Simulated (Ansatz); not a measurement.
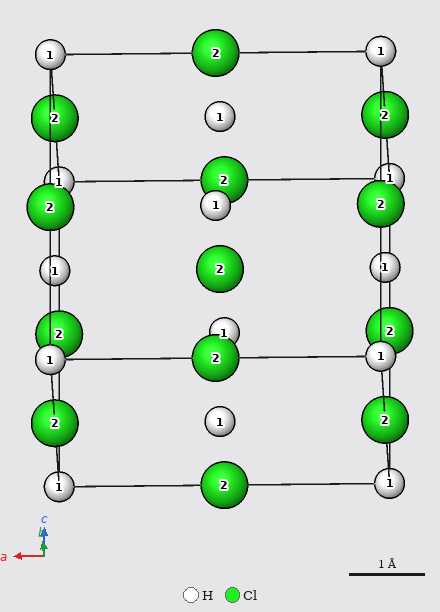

The starting point is crystalline HCl (set up in Fm-3m). The picture is a ball-and-stick view of the conventional cell (4 times the calculation's cell), seen from a free direction. Lengths and directions refer to the drawn axes.

Level of theory: DFT PBEsol, scalar-relativistic, plane waves, PAW (Ansatz 0.2.0). Settings: plane-wave cutoff 420 eV; k-point mesh 16 × 16 × 16; occupations gaussian; smearing width 0.1 eV; no spin polarisation.

Change: All lengths are scaled by −2.0 % (volume −6.0 %), the atoms keeping their fractional coordinates. No relaxation follows.

Predict the response.

It costs 9.1 meV per atom. Pressure: 0.0 GPa before, 4.7 GPa after. All forces vanish by symmetry. The space group stays Fm-3m (No. 225).

The changed structure in the same view:

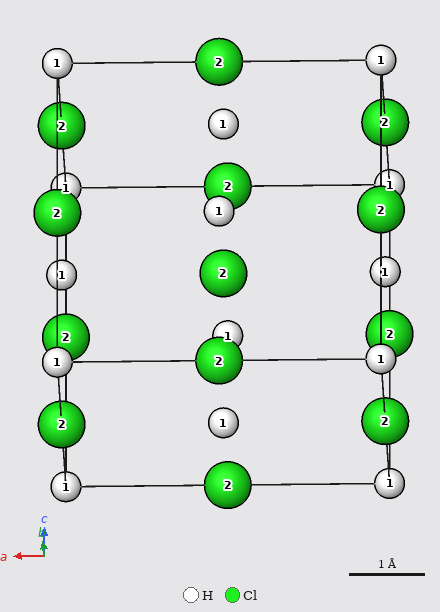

Limits of the set-up: layers or molecules are held without a dispersion correction, so their spacing is unreliable.
